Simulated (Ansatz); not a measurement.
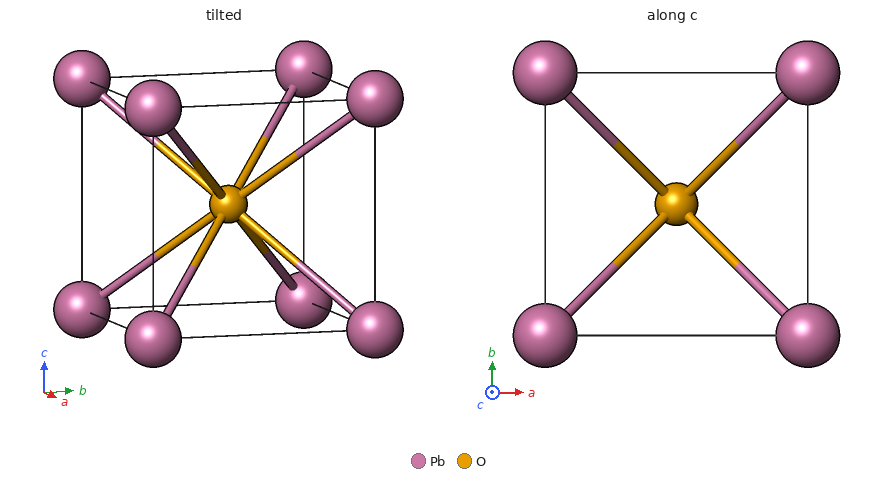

Drawn in the ball-and-stick manner and seen slightly off an axis and along the c axis. Thin lines show the conventional unit cell, with boundary atoms drawn in all their periodic places.

PbO, space group Pm-3m (No. 221), a = 3.18 Å, b = 3.18 Å, c = 3.18 Å, α = 90.00°, β = 90.00°, γ = 90.00°.

Method: DFT, PBE, plane waves, PAW (Ansatz 0.2.0); plane waves up to 420 eV, k-point mesh 6×6×6, no spin polarisation.

Question: Classify it as metallic or gapped, with the value.

Answer: A semiconductor at this level, with a gap of 0.65 eV, indirect; the smallest direct gap is 0.76 eV.

Question: What is the pressure at this volume?

Answer: The computed pressure is 3.3 GPa (compressed: it would expand).

It goes back to a structure type filled with these elements by a generator (whether the compound takes this form wasn't checked). Earlier steps of the study may have refined or changed the cell and positions. It was run through Ansatz as a DFT input.
